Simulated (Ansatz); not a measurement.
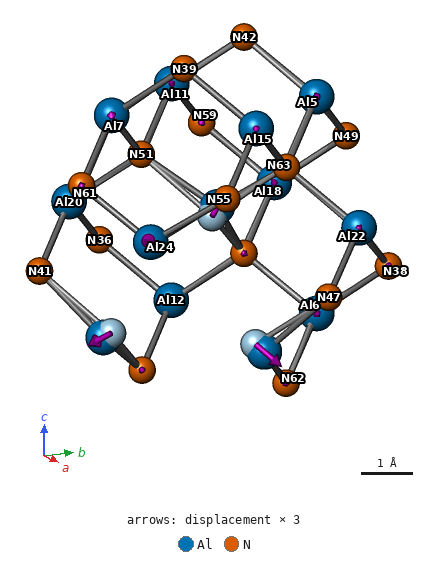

This is a relaxation of a defect cell of composition Al$_{32}$N$_{31}$ (cell charge +2). The starting structure is drawn faded, the final one solid; purple arrows show the displacements, magnified 3 times.

A ball-and-stick model of the atoms within 4.2 Å of the atom that moves most (axes of the cell of the calculation (origin shifted)), seen slightly off an axis.

Theory: DFT, PBEsol, PAW, plane waves (Ansatz). Settings: plane-wave cutoff 420 eV; k-point mesh 1 × 1 × 1; mesh shifted by (0.25, 0.25, 0.25); collinear spin; atoms relaxed in a fixed cell; force threshold 0.03 eV/Å; at most 80 steps.

Which element moves most?

Aluminium: up to 0.24 Å, against 0.06 Å for nitrogen.

What happened in the run?

Over 5 geometry steps the energy falls by 1.874 eV per cell of the calculation. Largest force component: 1.8 eV/Å at the start, 0.013 eV/Å at the end. The largest move is that of an Al atom, 0.24 Å along [−2 3 3]. Largest moves by element: Al 0.24 Å, N 0.06 Å. The cell stays as it was. Near-neighbour distances that change, for instance: Al–N 1.923 → 1.841 Å, Al–N 1.869 → 1.923 Å, Al–N 1.894 → 1.844 Å, Al–N 1.936 → 1.897 Å. Bond angles that change, for instance: Al–N–Al 110.7° → 102.8°, N–Al–N 107.4° → 115.1°, Al–N–Al 110.3° → 102.9°.

Limits of the set-up: the cell is charged, on a uniform background, and energies carry no finite-size correction.
